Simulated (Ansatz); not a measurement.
**Single-point calculation of MoS2**

System: MoS2 (3 atoms in the cell).
Method: DFT, PBE, plane waves, PAW, no spin polarisation (Ansatz 0.2.0).

The structure was built on a prototype by a generator. Some settings of this run were made unusual or wrong on purpose. The geometry comes from this level: r2scan-rvv10. Figures and captions count atoms from 1; the log counts them from 0 in places.

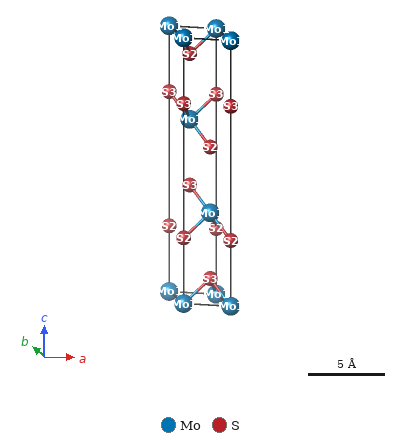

The input geometry (ball-and-stick view of the cell 3 times as large as that of the calculation, set on its symmetry axes, seen slightly off an axis; atoms are numbered from 1 in the order of the input). Near neighbours in the crystal (not all of them lie inside the picture): Mo has 6 S at 2.42 Å; S has 3 Mo at 2.42 Å.

## The input
```yaml
crystal:
  lattice:
    - [1.5965300489, 0.9217570535, 6.0772313985]
    - [-1.5965300489, 0.9217570535, 6.0772313985]
    - [0.0, -1.843514107, 6.0772313985]
  atoms:
    - { symbol: Mo, position: [0.0, 0.0, 0.0] }
    - { symbol: S, position: [0.2474267338, 0.2474267338, 0.2474267338] }
    - { symbol: S, position: [0.7525732662, 0.7525732662, 0.7525732662] }
kpoints:
  mp_grid: { grid: [6, 6, 6] }
hamiltonian:
  xc: pbe
scf:
  occupations: { method: fermi_dirac, width: 0.02 }
  n_extra_bands: 4
  max_iter: 63
output:
  forces: true
  stress: true
  eigenvalues: true
total_charge: 1
```

Launched with:
```bash
ansatz run input.yaml --threads 4 --pin off --max-ram 3686MiB --backend cpu --events-out ev --progress --plain --runs-dir out
```

## What the program printed
```
basis.fft_grid_basis auto: the FFT boxes are laid along the combinations [[1, 0, -1], [0, 1, -1], [0, 0, 1]] of the cell's own vectors, 3.193, 3.193 and 6.351 Å long. The dense box has 24×24×45 points. Along the cell's own vectors, as sized, it would have 45×45×45, 3.52 times as many. Of the 12 symmetry operations that the crystal satisfies within crystal.symmetry.tolerance (time reversal apart; of a slab, those that keep its plane) the dense box along the cell's own vectors carries 12, and the one as laid loses 8 of those. basis.fft_grid_basis: typed keeps the cell's own vectors: state it where this run's energies or levels are differenced outside the engine with another run's, or held beside a run that keeps those vectors.
scf.n_extra_bands = 4 over 13 filled bands (N_el = 25.0): the run solves 17 bands
Engine: ansatz 0.2.0, x86_64-unknown-linux-gnu
Pseudopotentials: kind: paw
Pseudopotential: Mo, paw, valence charge 14, recommended cutoff 420 eV (normal), Mo.paw.azcp
Pseudopotential: S, paw, valence charge 6, recommended cutoff 420 eV (normal), S.paw.azcp
Functional definition: PBE
  parameter kappa = 0.804
  parameter beta = 0.06672455060314922
  exchange = pbe_x(kappa = kappa, mu = beta*pi^2/3)
  correlation = pbe_c(beta = beta)
Crystal: 3 atoms, lattice volume = 53.660 Å³
Basis set: ecut = 420 eV, 1059 PW (Γ), FFT grids on a1−a3, a2−a3, a3, exchange–correlation on 48×48×90 points (8 copies of the dense FFT grid, shifted against one another)
Bands: 17, of which v1, the nominal top of the filled ones, is band 13 counted from 1 (12 counted from 0)
Symmetry: 12 space group operations
Space group: R-3m (ITA 166), of the structure as read, at distance tolerance 3.8e-5 Å
k-points: 32 of 216
Non-local potential: Mo, projectors of the file, l = 0: 3, l = 1: 2, l = 2: 2, l = 3: 1
Non-local potential: S, projectors of the file, l = 0: 2, l = 1: 2, l = 2: 2
PAW form: soft (Blöchl's): semilocal exchange-correlation on the pseudo side does not see the compensation charge
PAW one-centre angular grid: Mo, 590 points (default); XC on 64 Gauss nodes
PAW one-centre angular grid: S, 110 points (default); XC on 64 Gauss nodes
Initial density: superposition of atomic densities (neutral atoms scaled as one to the charged cell's electrons: chi_scale 0, normalization atom), corrected by the library's trained network
Initial wavefunctions: pseudopotential atomic-orbital guess
Functional: x = pbe(κ = 0.804, μ = 0.2195149727645171), c = pbe(β = 0.06672455060314922)
SCF iter   1: F=—  HF=-6777.599527 eV  |F-HF|=—  |Δ(HF+E_count)|=         —  Δρ=1.88e-1  dr2=5.30e1  ethr=1.77e-3  ⟨swp⟩=6.8  Hψ=3203  notcnv=0
preconditioner: auto → Kerker (q_TF=auto, 2.402 Å⁻¹)  [metal: Δε(μ)=0.022 eV  Ē_g=7.246 eV  σ=0.020 eV  W_gap=0.26  n_scr=16 (ndim 8)  ℏωp=20.9 eV  f_vac=0.009  D(μ)=5.92/eV (n_scr^D=86)]
SCF iter   2: F=—  HF=-6773.772562 eV  |F-HF|=—  |Δ(HF+E_count)|=    3.83e0  Δρ=7.67e-2  dr2=1.18e1  ethr=1.77e-3  ⟨swp⟩=3.0  Hψ=1425  notcnv=0  defer=4
preconditioner: auto → none  [insulator: Δε(μ)=0.086 eV  Ē_g=7.436 eV  σ=0.020 eV  W_gap=0.79  n_scr=16 (ndim 8)  ℏωp=20.9 eV  f_vac=0.001  D(μ)=0.57/eV (n_scr^D=2)  ε∞_Penn≈8.9]
SCF iter   3: F=—  HF=-6772.593338 eV  |F-HF|=—  |Δ(HF+E_count)|=    1.18e0  Δρ=2.74e-2  dr2=5.53e-1  ethr=1.77e-3  ⟨swp⟩=4.1  Hψ=1303  notcnv=0  defer=5
SCF iter   4: F=—  HF=-6772.432150 eV  |F-HF|=—  |Δ(HF+E_count)|=   1.61e-1  Δρ=9.30e-3  dr2=1.24e-1  ethr=1.77e-3  ⟨swp⟩=2.5  Hψ=1088  notcnv=0  defer=3
SCF iter   5: F=—  HF=-6772.423459 eV  |F-HF|=—  |Δ(HF+E_count)|=   8.69e-3  Δρ=1.46e-3  dr2=5.03e-4  ethr=4.94e-4  ⟨swp⟩=2.1  Hψ=765  notcnv=0  defer=3
SCF iter   6: F=—  HF=-6772.423918 eV  |F-HF|=—  |Δ(HF+E_count)|=   4.59e-4  Δρ=2.45e-4  dr2=2.11e-5  ethr=2.01e-6  ⟨swp⟩=2.2  Hψ=955  notcnv=0  defer=3
SCF iter   7: F=—  HF=-6772.423899 eV  |F-HF|=—  |Δ(HF+E_count)|=   1.88e-5  Δρ=6.53e-5  dr2=3.51e-6  ethr=8.45e-8  ⟨swp⟩=2.5  Hψ=931  notcnv=0  defer=3
SCF iter   8: F=-6772.423899 eV  HF=-6772.423899 eV  |F-HF|=3.63e-8  |Δ(HF+E_count)|=   3.00e-8  Δρ=8.76e-6  dr2=5.39e-8  ethr=4.00e-10  ⟨swp⟩=4.8  Hψ=2504  notcnv=0
SCF 1 converged in 8 iterations: F = -6772.423899 eV  dr2 = 5.39e-8
  greatest PAW one-centre occupation: 0.998 electrons in one spin orbital (limit 2), on the Mo atom at site 0 (counted from 0), in its partial waves of l = 0
```

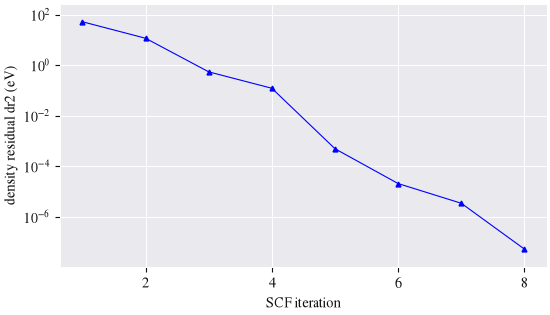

Convergence of the self-consistent field: density residual dr2 against the SCF iteration. The residual falls at every step.

```
SCF converged after 8 iterations
Free energy (F): -6772.423899 eV
Harris-Foulkes:  -6772.423899 eV  (|F-HF|=3.63e-8)
Internal energy: -6772.423037 eV  (E = F + TS)
E sigma→0 (E₀):  -6772.423468 eV
Entropy (-TS):   -0.000862 eV (-0.287 meV/atom)
Fermi energy:    10.062409 eV
--- Per-component energies (eV) ---
  E_band       = -172.961436
  E_kinetic    = 633.014395
  E_local      = -1888.507007  (includes V_loc(G=0)·N_el)
  E_nonlocal   = 195.891027
  E_hartree    = 713.248212
  E_xc         = -365.978748
  E_vxc        = -388.651867  (∫ρ·V_xc dr)
  E_paw        = -4399.629867  (= ΣΔE_a)
  E_vpaw       = -151.212620  (= ΣTr[D̂ρ^β])
  E_aug_tail   = 0.000044  (compensation charges beyond the density's cutoff)
  E_ewald      = -1660.461092
  E_smearing   = -0.000862  (= −TS)
  E_closure    = -0.000000  (closes the sum)
  E_deformation_potential = 17.016507  (in the stress; not in F)
  Σ components = -6772.423899   (vs F -6772.423899, Δ=0.00e0)
--- Forces (eV/Å), atoms counted from 1 ---
  atom   1  Mo    -0.00000000     0.00000000     0.00000000
  atom   2  S      0.00000000     0.00000000    -0.11820107
  atom   3  S     -0.00000000    -0.00000000     0.11820107
  max |Σ_I F_I| component: 1.39e-17 eV/Å
--- Stress (GPa, compression-positive) ---
        4.610685       0.000000       0.000000
        0.000000       4.610685       0.000000
        0.000000       0.000000       4.420288
  P = ⅓ Tr σ = 4.5472 GPa (45.472 kbar)
--- Band table (eV; the first three rows and the last of 32) ---
  k-point 0: bands = ["-51.3461", "-25.3569", "-25.3061", "-25.3061", "-3.9909", "-2.4479", "4.1835", "6.8722", "6.8722", "9.4326", "9.6647", "9.7925", "9.7925", "10.7640", "10.7640", "14.0452", "14.0452"]
  k-point 1: bands = ["-51.3375", "-25.3933", "-25.3398", "-25.3262", "-3.5768", "-2.3753", "4.7096", "6.2273", "7.0562", "8.0703", "9.0598", "9.3852", "9.7536", "11.0752", "11.4829", "13.4861", "13.8694"]
  k-point 2: bands = ["-51.3202", "-25.5639", "-25.3660", "-25.3055", "-2.7048", "-2.0762", "5.1578", "5.5639", "6.4736", "6.9450", "8.2742", "9.1303", "9.1551", "11.6853", "11.9797", "13.9498", "14.2722"]
  k-point 31: bands = ["-51.3461", "-25.3570", "-25.3061", "-25.3061", "-3.7049", "-2.8903", "5.1828", "6.8923", "6.8923", "7.2854", "9.8038", "9.8038", "10.6414", "10.6414", "10.7637", "14.1806", "14.1806"]
```

## What the run reported

- outcome: converged
- space group (tolerance 0.01 Å): R-3m (166)
- electrons treated: 25
- free energy: −6772.4239 eV
- Fermi energy: 10.062 eV
- pressure: 4.55 GPa
- largest force (length of the vector): 0.118 eV/Å
- hardware: 4 threads of an x86-64 CPU, shared host
- wall time: 2 s (CPU time 4.8 s)
- peak memory: 0.37 GiB

## What went wrong

Some settings of this run were drawn to be unusual or wrong. It converged; results that depend on the unusual settings are not reference values.
